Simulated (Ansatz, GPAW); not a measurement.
## Ballistic transport through H2 in line between two Cu chains, from relaxation to T(E)

Wanted: T(E) of H2 in line between two Cu chains at a relaxed geometry in two programs, beside the unrelaxed structure.

Main program and level: GPAW 26.7.0 and Ansatz 0.2.0; Ansatz plane waves; relaxation of the junction with the lead ends held, in the first sound run; inputs show where later runs differ.

### 1. The structure

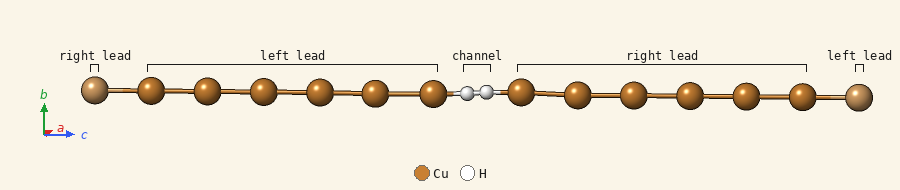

The cell as given, from the side, with the c axis across the page (copper orange, hydrogen white). Some periodic images of atoms are drawn too.

The cell holds 14 atoms: 12 Cu and 2 H. Cell: a = 9.000 Å, b = 9.000 Å, c = 28.916 Å, α = 90.0°, β = 90.0°, γ = 90.0°. Regions: left lead, 6 atoms (6 Cu); channel, 2 atoms (2 H); right lead, 6 atoms (6 Cu). Vacuum lies along a and b. The structure is stacked along c, and the current runs across the ab planes.

### 2. Relaxing the atoms

Transmission follows bond lengths closely, so the atoms between the held lead ends are relaxed first, from a slightly shaken start that lets symmetry break.

The input, input.yaml:

```yaml
crystal:
  lattice:
    - [9.0, 0.0, 0.0]
    - [0.0, 9.0, 0.0]
    - [0.0, 0.0, 28.916]
  atoms:
    - { symbol: Cu, position: [0.5, 0.5, 0.0397703693] }
    - { symbol: Cu, position: [0.5, 0.5, 0.119311108] }
    - { symbol: Cu, position: [0.5, 0.5, 0.1988518467] }
    - { symbol: Cu, position: [0.5, 0.5, 0.2783925854] }
    - { symbol: Cu, position: [0.5023183992, 0.4967350861, 0.3563008469] }
    - { symbol: Cu, position: [0.4902500981, 0.4988225595, 0.4387684393] }
    - { symbol: H, position: [0.5001102421, 0.5017061468, 0.4863638521] }
    - { symbol: H, position: [0.4970595138, 0.5088409557, 0.5137879635] }
    - { symbol: Cu, position: [0.5012451769, 0.5091319361, 0.5624074017] }
    - { symbol: Cu, position: [0.5003809817, 0.4982937349, 0.6424137431] }
    - { symbol: Cu, position: [0.5, 0.5, 0.7216074146] }
    - { symbol: Cu, position: [0.5, 0.5, 0.8011481533] }
    - { symbol: Cu, position: [0.5, 0.5, 0.880688892] }
    - { symbol: Cu, position: [0.5, 0.5, 0.9602296307] }
kpoints:
  mp_grid: { grid: [1, 1, 3] }
hamiltonian:
  xc: pbe
scf:
  occupations: { method: fermi_dirac, width: 0.1 }
relax:
  f_tol: 0.03
  max_steps: 80
  constraints: [{ sites: [0, 1, 2, 3, 10, 11, 12, 13] }]
```

On the command line:

```console
> ansatz run input.yaml --threads 4 --pin off --max-ram 8192MiB --backend cpu --events-out ev --progress --plain --runs-dir out
```

Numbers of over 12 decimals in the logs are rounded to 6 here.

Output:

```text
Engine: ansatz 0.2.0, aarch64-unknown-linux-gnu
Pseudopotentials: kind: paw
Pseudopotential: Cu, paw, valence charge 19, recommended cutoff 420 eV (normal), Cu.paw.azcp
Pseudopotential: H, paw, valence charge 1, recommended cutoff 420 eV (normal), H.paw.azcp
Functional definition: PBE
  parameter kappa = 0.804
  parameter beta = 0.066725
  exchange = pbe_x(kappa = kappa, mu = beta*pi^2/3)
  correlation = pbe_c(beta = beta)
Crystal: 14 atoms, lattice volume = 2342.196 Å³
Basis set: ecut = 420 eV, 45741 PW (Γ), exchange–correlation on 128×128×400 points (8 copies of the dense FFT grid, shifted against one another)
Bands: 138, of which v1, the nominal top of the filled ones, is band 115 counted from 1 (114 counted from 0)
Symmetry: 1 space group operations
Space group: P1 (ITA 1), of the structure as read, at distance tolerance 1.3e-4 Å
k-points: 2 of 3 (time reversal used)
Non-local potential: Cu, projectors of the file, l = 0: 3, l = 1: 2, l = 2: 3, l = 3: 1
Non-local potential: H, projectors of the file, l = 0: 2, l = 1: 1
PAW form: soft (Blöchl's): semilocal exchange-correlation on the pseudo side does not see the compensation charge
PAW one-centre angular grid: Cu, 590 points (default); XC on 64 Gauss nodes
PAW one-centre angular grid: H, 110 points (default); XC on 64 Gauss nodes
Initial density: superposition of atomic densities (neutral atoms: chi_scale 0, normalization atom), corrected by the library's trained network
Initial wavefunctions: pseudopotential atomic-orbital guess
Functional: x = pbe(κ = 0.804, μ = 0.219515), c = pbe(β = 0.066725)
SCF iter   1: F=—  HF=-79508.882845 eV  |F-HF|=—  |Δ(HF+E_count)|=         —  Δρ=2.59e-3  dr2=1.30e-1  ethr=1.77e-3  ⟨swp⟩=8.5  Hψ=1140  notcnv=0  defer=7
preconditioner: auto → LDOS  [metal: Δε(μ)=0.213 eV  Ē_g=4.767 eV  σ=0.100 eV  W_gap=0.43  n_scr=252 (ndim 8)  ℏωp=8.9 eV  f_vac=0.805  D(μ)=11.99/eV (n_scr^D=36)  β→1.0]
SCF iter   2: F=—  HF=-79508.929916 eV  |F-HF|=—  |Δ(HF+E_count)|=   4.71e-2  Δρ=4.00e-3  dr2=2.43e-1  ethr=5.67e-5  ⟨swp⟩=3.0  Hψ=573  notcnv=0  defer=23
SCF iter   3: F=—  HF=-79508.909567 eV  |F-HF|=—  |Δ(HF+E_count)|=   2.03e-2  Δρ=2.83e-3  dr2=1.13e-1  ethr=5.67e-5  ⟨swp⟩=2.5  Hψ=510  notcnv=0  defer=23
SCF iter   4: F=—  HF=-79508.885317 eV  |F-HF|=—  |Δ(HF+E_count)|=   2.43e-2  Δρ=9.42e-4  dr2=1.74e-2  ethr=4.92e-5  ⟨swp⟩=2.0  Hψ=468  notcnv=0  defer=22
SCF iter   5: F=—  HF=-79508.882381 eV  |F-HF|=—  |Δ(HF+E_count)|=   2.94e-3  Δρ=2.40e-4  dr2=2.42e-3  ethr=7.56e-6  ⟨swp⟩=2.0  Hψ=359  notcnv=0  defer=22
SCF iter   6: F=—  HF=-79508.882946 eV  |F-HF|=—  |Δ(HF+E_count)|=   5.65e-4  Δρ=2.61e-4  dr2=1.31e-3  ethr=1.05e-6  ⟨swp⟩=2.0  Hψ=455  notcnv=0  defer=22
SCF iter   7: F=—  HF=-79508.882941 eV  |F-HF|=—  |Δ(HF+E_count)|=   4.31e-6  Δρ=8.05e-5  dr2=1.67e-4  ethr=5.70e-7  ⟨swp⟩=2.0  Hψ=433  notcnv=0  defer=22
SCF iter   8: F=—  HF=-79508.883027 eV  |F-HF|=—  |Δ(HF+E_count)|=   8.61e-5  Δρ=6.67e-5  dr2=1.09e-4  ethr=7.27e-8  ⟨swp⟩=2.0  Hψ=453  notcnv=0  defer=22
SCF iter   9: F=—  HF=-79508.883055 eV  |F-HF|=—  |Δ(HF+E_count)|=   2.75e-5  Δρ=3.33e-5  dr2=2.96e-5  ethr=4.74e-8  ⟨swp⟩=2.0  Hψ=288  notcnv=0  defer=22
SCF iter  10: F=-79508.883081 eV  HF=-79508.883059 eV  |F-HF|=2.16e-5  |Δ(HF+E_count)|=   4.30e-6  Δρ=1.77e-5  dr2=7.16e-6  ethr=9.78e-9  ⟨swp⟩=4.0  Hψ=821  notcnv=0
SCF 1 converged in 10 iterations: F = -79508.883081 eV  dr2 = 7.16e-6
  greatest PAW one-centre occupation: 1.000 electrons in one spin orbital (limit 2), on the Cu atom at site 11 (counted from 0), in its partial waves of l = 0
relax step   1: F+E_penalty+E_count = -79508.88308084 eV  Δ(F+E_penalty+E_count) = +0.000e0 eV  max|allowed force component| = 3.210e0 eV/Å  Δτ_max = 0.0000 Å  (10 SCF iters, dr2 threshold 2.25e-5 eV, accepted)
Initial density: handed on by an earlier stage of this run
Initial wavefunctions: those handed on with the density
iter 1 solved again at ethr=2.13e-5 eV; its pass at ethr=3.10e-3 eV (dr2=4.91e-2 eV) is discarded
SCF iter   1: F=—  HF=-79509.244915 eV  |F-HF|=—  |Δ(HF+E_count)|=         —  Δρ=1.59e-3  dr2=5.88e-2  ethr=2.13e-5  ⟨swp⟩=1.0  Hψ=893  notcnv=0  defer=23
preconditioner: auto → LDOS  [metal: Δε(μ)=0.238 eV  Ē_g=4.725 eV  σ=0.100 eV  W_gap=0.48  n_scr=252 (ndim 8)  ℏωp=8.9 eV  f_vac=0.807  D(μ)=12.54/eV (n_scr^D=36)  β→1.0]
SCF iter   2: F=—  HF=-79509.234143 eV  |F-HF|=—  |Δ(HF+E_count)|=   1.08e-2  Δρ=6.11e-4  dr2=1.09e-2  ethr=2.13e-5  ⟨swp⟩=2.0  Hψ=472  notcnv=0  defer=23
SCF iter   3: F=—  HF=-79509.235083 eV  |F-HF|=—  |Δ(HF+E_count)|=   9.40e-4  Δρ=7.60e-4  dr2=9.31e-3  ethr=4.72e-6  ⟨swp⟩=2.0  Hψ=502  notcnv=0  defer=23
SCF iter   4: F=—  HF=-79509.233564 eV  |F-HF|=—  |Δ(HF+E_count)|=   1.52e-3  Δρ=1.29e-4  dr2=3.63e-4  ethr=4.05e-6  ⟨swp⟩=2.0  Hψ=479  notcnv=0  defer=23
SCF iter   5: F=-79509.233520 eV  HF=-79509.233525 eV  |F-HF|=5.45e-6  |Δ(HF+E_count)|=   3.86e-5  Δρ=4.76e-5  dr2=5.83e-5  ethr=4.35e-8  ⟨swp⟩=3.0  Hψ=1087  notcnv=0
SCF 2 converged in 5 iterations: F = -79509.233520 eV  dr2 = 5.83e-5
relax step   2: F+E_penalty+E_count = -79509.23351959 eV  Δ(F+E_penalty+E_count) = -3.504e-1 eV  max|allowed force component| = 1.743e0 eV/Å  Δτ_max = 0.1089 Å  (5 SCF iters, dr2 threshold 1.00e-4 eV, accepted)
SCF iter   1: F=—  HF=-79509.544060 eV  |F-HF|=—  |Δ(HF+E_count)|=         —  Δρ=3.60e-3  dr2=1.90e-1  ethr=9.37e-4  ⟨swp⟩=4.5  Hψ=627  notcnv=0  defer=22
preconditioner: auto → LDOS  [metal: Δε(μ)=0.250 eV  Ē_g=4.703 eV  σ=0.100 eV  W_gap=0.49  n_scr=252 (ndim 8)  ℏωp=8.9 eV  f_vac=0.807  D(μ)=12.26/eV (n_scr^D=36)  β→1.0]
SCF iter   2: F=—  HF=-79509.533593 eV  |F-HF|=—  |Δ(HF+E_count)|=   1.05e-2  Δρ=3.46e-3  dr2=1.95e-1  ethr=8.27e-5  ⟨swp⟩=2.0  Hψ=571  notcnv=0  defer=23
SCF iter   3: F=—  HF=-79509.527698 eV  |F-HF|=—  |Δ(HF+E_count)|=   5.89e-3  Δρ=4.03e-3  dr2=2.69e-1  ethr=8.27e-5  ⟨swp⟩=2.0  Hψ=488  notcnv=0  defer=23
SCF iter   4: F=—  HF=-79509.498497 eV  |F-HF|=—  |Δ(HF+E_count)|=   2.92e-2  Δρ=1.99e-3  dr2=6.14e-2  ethr=8.27e-5  ⟨swp⟩=2.0  Hψ=326  notcnv=0  defer=23
SCF iter   5: F=—  HF=-79509.489011 eV  |F-HF|=—  |Δ(HF+E_count)|=   9.49e-3  Δρ=4.74e-4  dr2=3.91e-3  ethr=2.67e-5  ⟨swp⟩=2.0  Hψ=332  notcnv=0  defer=23
SCF iter   6: F=—  HF=-79509.488977 eV  |F-HF|=—  |Δ(HF+E_count)|=   3.40e-5  Δρ=1.16e-4  dr2=3.60e-4  ethr=1.70e-6  ⟨swp⟩=2.0  Hψ=443  notcnv=0  defer=23
SCF iter   7: F=—  HF=-79509.489248 eV  |F-HF|=—  |Δ(HF+E_count)|=   2.70e-4  Δρ=6.50e-5  dr2=1.22e-4  ethr=1.57e-7  ⟨swp⟩=2.0  Hψ=369  notcnv=0  defer=23
SCF iter   8: F=-79509.489304 eV  HF=-79509.489289 eV  |F-HF|=1.43e-5  |Δ(HF+E_count)|=   4.18e-5  Δρ=3.57e-5  dr2=4.20e-5  ethr=4.35e-8  ⟨swp⟩=2.5  Hψ=780  notcnv=0
SCF 3 converged in 8 iterations: F = -79509.489304 eV  dr2 = 4.20e-5
relax step   3: F+E_penalty+E_count = -79509.48930359 eV  Δ(F+E_penalty+E_count) = -2.558e-1 eV  max|allowed force component| = 5.965e-1 eV/Å  Δτ_max = 0.2000 Å  (8 SCF iters, dr2 threshold 1.00e-4 eV, accepted)
[... from here on, the SCF cycles and remarks between the steps are left out ...]
relax step   4: F+E_penalty+E_count = -79509.71198955 eV  Δ(F+E_penalty+E_count) = -2.227e-1 eV  max|allowed force component| = 3.401e-1 eV/Å  Δτ_max = 0.1991 Å  (9 SCF iters, dr2 threshold 4.17e-5 eV, accepted)
relax step   5: F+E_penalty+E_count = -79509.84868451 eV  Δ(F+E_penalty+E_count) = -1.367e-1 eV  max|allowed force component| = 2.660e-1 eV/Å  Δτ_max = 0.1951 Å  (9 SCF iters, dr2 threshold 1.35e-5 eV, accepted)
relax step   6: F+E_penalty+E_count = -79509.91222740 eV  Δ(F+E_penalty+E_count) = -6.354e-2 eV  max|allowed force component| = 1.970e-1 eV/Å  Δτ_max = 0.1974 Å  (8 SCF iters, dr2 threshold 2.30e-5 eV, accepted)
relax step   7: F+E_penalty+E_count = -79509.95227467 eV  Δ(F+E_penalty+E_count) = -4.005e-2 eV  max|allowed force component| = 7.524e-2 eV/Å  Δτ_max = 0.1999 Å  (9 SCF iters, dr2 threshold 2.13e-5 eV, accepted)
relax step   8: F+E_penalty+E_count = -79509.96790839 eV  Δ(F+E_penalty+E_count) = -1.563e-2 eV  max|allowed force component| = 6.750e-2 eV/Å  Δτ_max = 0.2000 Å  (13 SCF iters, accepted)
relax step   9: F+E_penalty+E_count = -79509.97208691 eV  Δ(F+E_penalty+E_count) = -4.179e-3 eV  max|allowed force component| = 4.297e-2 eV/Å  Δτ_max = 0.1116 Å  (11 SCF iters, accepted)
relax step  10: F+E_penalty+E_count = -79509.97417045 eV  Δ(F+E_penalty+E_count) = -2.084e-3 eV  max|allowed force component| = 2.112e-2 eV/Å  Δτ_max = 0.1262 Å  (10 SCF iters, accepted)
SCF iter   1: F=—  HF=-79509.979436 eV  |F-HF|=—  |Δ(HF+E_count)|=         —  Δρ=1.23e-3  dr2=1.67e-2  ethr=8.06e-5  ⟨swp⟩=4.0  Hψ=677  notcnv=0  defer=23
preconditioner: auto → LDOS  [metal: Δε(μ)=0.240 eV  Ē_g=4.528 eV  σ=0.100 eV  W_gap=0.43  n_scr=252 (ndim 8)  ℏωp=8.9 eV  f_vac=0.804  D(μ)=10.36/eV (n_scr^D=28)  β→1.0]
SCF iter   2: F=—  HF=-79509.976179 eV  |F-HF|=—  |Δ(HF+E_count)|=   3.26e-3  Δρ=6.28e-4  dr2=7.31e-3  ethr=7.26e-6  ⟨swp⟩=2.0  Hψ=519  notcnv=0  defer=23
SCF iter   3: F=—  HF=-79509.977372 eV  |F-HF|=—  |Δ(HF+E_count)|=   1.19e-3  Δρ=9.77e-4  dr2=1.37e-2  ethr=3.18e-6  ⟨swp⟩=2.0  Hψ=481  notcnv=0  defer=23
SCF iter   4: F=—  HF=-79509.974794 eV  |F-HF|=—  |Δ(HF+E_count)|=   2.58e-3  Δρ=1.79e-4  dr2=5.81e-4  ethr=3.18e-6  ⟨swp⟩=2.0  Hψ=469  notcnv=0  defer=23
SCF iter   5: F=—  HF=-79509.974667 eV  |F-HF|=—  |Δ(HF+E_count)|=   1.27e-4  Δρ=3.08e-5  dr2=1.68e-5  ethr=2.53e-7  ⟨swp⟩=2.0  Hψ=376  notcnv=0  defer=23
SCF iter   6: F=—  HF=-79509.974736 eV  |F-HF|=—  |Δ(HF+E_count)|=   6.84e-5  Δρ=1.38e-5  dr2=2.82e-6  ethr=7.29e-9  ⟨swp⟩=2.0  Hψ=455  notcnv=0  defer=23
SCF iter   7: F=—  HF=-79509.974736 eV  |F-HF|=—  |Δ(HF+E_count)|=   3.59e-7  Δρ=7.52e-6  dr2=1.01e-6  ethr=1.23e-9  ⟨swp⟩=2.0  Hψ=470  notcnv=0  defer=23
SCF iter   8: F=—  HF=-79509.974736 eV  |F-HF|=—  |Δ(HF+E_count)|=   3.38e-8  Δρ=3.47e-6  dr2=2.45e-7  ethr=4.39e-10  ⟨swp⟩=2.5  Hψ=376  notcnv=0  defer=23
SCF iter   9: F=-79509.974736 eV  HF=-79509.974736 eV  |F-HF|=7.31e-9  |Δ(HF+E_count)|=   1.62e-8  Δρ=1.29e-6  dr2=4.06e-8  ethr=4.35e-11  ⟨swp⟩=4.0  Hψ=861  notcnv=0
SCF 11 converged in 9 iterations: F = -79509.974736 eV  dr2 = 4.06e-8
relax step  11: F+E_penalty+E_count = -79509.97473586 eV  Δ(F+E_penalty+E_count) = -5.654e-4 eV  max|allowed force component| = 8.894e-3 eV/Å  Δτ_max = 0.0584 Å  (9 SCF iters, accepted)
SCF converged after 9 iterations
Free energy (F): -79509.974736 eV
Harris-Foulkes:  -79509.974736 eV  (|F-HF|=7.31e-9)
Internal energy: -79509.571454 eV  (E = F + TS)
E sigma→0 (E₀):  -79509.773095 eV
Entropy (-TS):   -0.403281 eV (-28.806 meV/atom)
Fermi energy:    -3.641139 eV
--- Per-component energies (eV) ---
  E_band       = -8567.010678
  E_kinetic    = 3625.496163
  E_local      = -119527.730339  (includes V_loc(G=0)·N_el)
  E_nonlocal   = 4808.807921
  E_hartree    = 54759.336437
  E_xc         = -1048.697951
  E_vxc        = -1348.527185  (∫ρ·V_xc dr)
  E_paw        = -20074.169554  (= ΣΔE_a)
  E_vpaw       = -5643.741065  (= ΣTr[D̂ρ^β])
  E_aug_tail   = 0.001042  (compensation charges beyond the density's cutoff)
  E_ewald      = -2052.615173
  E_smearing   = -0.403281  (= −TS)
  E_closure    = -0.000000  (closes the sum)
  Σ components = -79509.974736   (vs F -79509.974736, Δ=0.00e0)
--- Forces (eV/Å), atoms counted from 1 ---
  atom   1  Cu    -0.00792783     0.00529276     0.03445414
  atom   2  Cu     0.00371323    -0.00016786    -0.04808967
  atom   3  Cu     0.09520370    -0.03259976     0.09418524
  atom   4  Cu    -0.10248278     0.02006155     0.28964832
  atom   5  Cu    -0.00561795    -0.00223250    -0.00565065
  atom   6  Cu    -0.00180867     0.00014237    -0.00767860
  atom   7  H      0.00320650     0.00153018     0.00889436
  atom   8  H     -0.00193082    -0.00313227    -0.00362629
  atom   9  Cu     0.00062929     0.00051060     0.00191829
  atom  10  Cu     0.00444659     0.00508247     0.00544799
  atom  11  Cu     0.03642214     0.09759101    -0.28882929
  atom  12  Cu    -0.02157646    -0.09861491    -0.09438548
  atom  13  Cu    -0.00182208    -0.00308975     0.04820540
  atom  14  Cu    -0.00043758     0.00958423    -0.03448073
  max |Σ_I F_I| component: 4.19e-5 eV/Å
--- Relaxed structure (11 steps of the walk, 11 accepted, 0 SCFs on fresh bases) ---
  F+E_penalty+E_count = -79509.97473586 eV   max|allowed force component| = 8.894e-3 eV/Å
  atoms:
    - { symbol: Cu, position: [0.5, 0.5, 0.039770] }
    - { symbol: Cu, position: [0.5, 0.5, 0.119311] }
    - { symbol: Cu, position: [0.5, 0.5, 0.1988518467] }
    - { symbol: Cu, position: [0.5, 0.5, 0.2783925854] }
    - { symbol: Cu, position: [0.607186, 0.463793, 0.351701] }
    - { symbol: Cu, position: [0.507876, 0.474382, 0.425616] }
    - { symbol: H, position: [0.531786, 0.466297, 0.485176] }
    - { symbol: H, position: [0.512518, 0.455738, 0.514882] }
    - { symbol: Cu, position: [0.518140, 0.479934, 0.574535] }
    - { symbol: Cu, position: [0.475326, 0.389159, 0.648377] }
    - { symbol: Cu, position: [0.5, 0.5, 0.721607] }
    - { symbol: Cu, position: [0.5, 0.5, 0.8011481533] }
    - { symbol: Cu, position: [0.5, 0.5, 0.880689] }
    - { symbol: Cu, position: [0.5, 0.5, 0.960230] }
```

Run time: 3 min. Hardware: 4 threads of Arm Neoverse V1, shared host; peak memory 2.8 GiB.

Step by step:

```csv
step,energy less that of the first step (eV),largest force component (eV/Å)
1,0.0000,3.2096
2,-0.3504,1.7433
3,-0.6062,0.5965
4,-0.8289,0.3401
5,-0.9656,0.2660
6,-1.0291,0.1970
7,-1.0692,0.0752
8,-1.0848,0.0675
9,-1.0890,0.0430
10,-1.0911,0.0211
11,-1.0917,0.0089
```

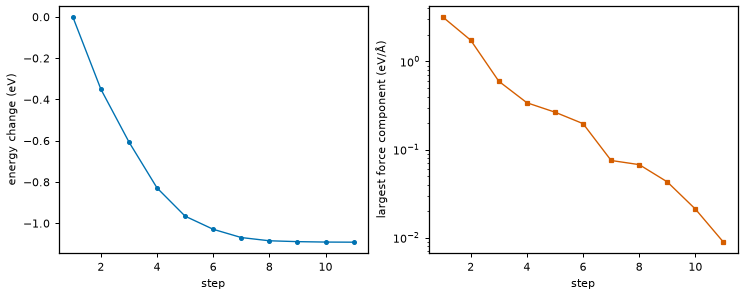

Energy and largest force along the relaxation.

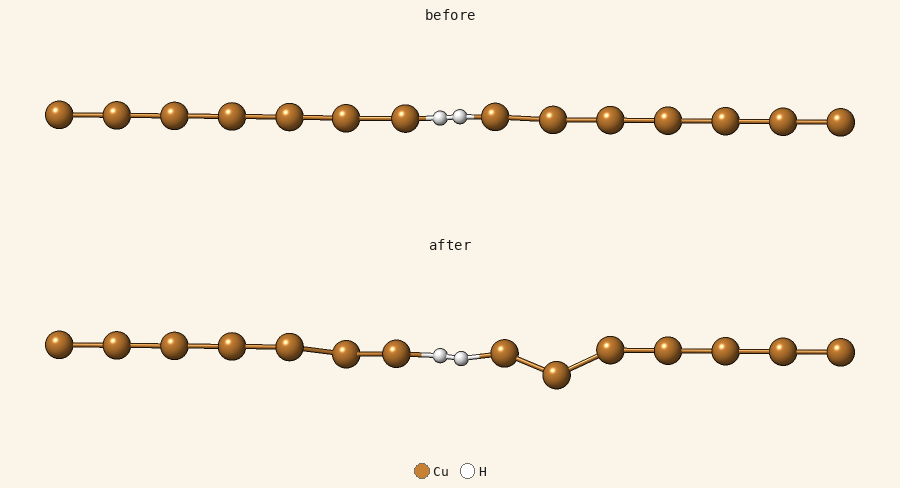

The structure before and after the relaxation, drawn at the same scale.

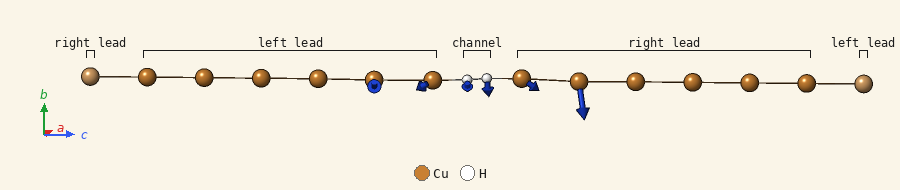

Displacements in the relaxation, exaggerated; the longest in the cell stands for 1.02 Å. Some periodic images of atoms are drawn too.

The atoms that moved most (Å):

```csv
atom,dx,dy,dz,length
Cu10,-0.225,-0.982,0.172,1.022
Cu5,0.944,-0.296,-0.133,0.998
H8,0.139,-0.478,0.032,0.499
Cu6,0.159,-0.220,-0.380,0.467
Cu9,0.152,-0.263,0.351,0.464
H7,0.285,-0.319,-0.034,0.429
```

The relaxed structure:

```cif
data_structure
_symmetry_space_group_name_H-M 'P 1'
_symmetry_Int_Tables_number 1
_cell_length_a 9.0000
_cell_length_b 9.0000
_cell_length_c 28.9160
_cell_angle_alpha 90.000
_cell_angle_beta 90.000
_cell_angle_gamma 90.000
_cell_volume 2342.20
loop_
_atom_site_label
_atom_site_type_symbol
_atom_site_fract_x
_atom_site_fract_y
_atom_site_fract_z
_atom_site_occupancy
Cu1 Cu 0.50000 0.50000 0.03977 1
Cu2 Cu 0.50000 0.50000 0.11931 1
Cu3 Cu 0.50000 0.50000 0.19885 1
Cu4 Cu 0.50000 0.50000 0.27839 1
Cu5 Cu 0.60719 0.46379 0.35170 1
Cu6 Cu 0.50788 0.47438 0.42562 1
H7 H 0.53179 0.46630 0.48518 1
H8 H 0.51252 0.45574 0.51488 1
Cu9 Cu 0.51814 0.47993 0.57453 1
Cu10 Cu 0.47533 0.38916 0.64838 1
Cu11 Cu 0.50000 0.50000 0.72161 1
Cu12 Cu 0.50000 0.50000 0.80115 1
Cu13 Cu 0.50000 0.50000 0.88069 1
Cu14 Cu 0.50000 0.50000 0.96023 1
```

Numbers from this step:

- free energy: -79509.9747 eV
- smearing term TS: 0.4033 eV
- symmetry operations: 1

The relaxation lowered the energy of the cell by 1.09 eV.

[end of part 1 of 4]

[Logs are printed without paths, hosts, clocks, repeated set-up lines and the standing remarks that a program may print on its own settings, such as how far it seeks lower states.]

[Hosts, paths, dates, database ids (printed as entryN), source tags and the programs' standing remarks are cut or masked in the printed files.]
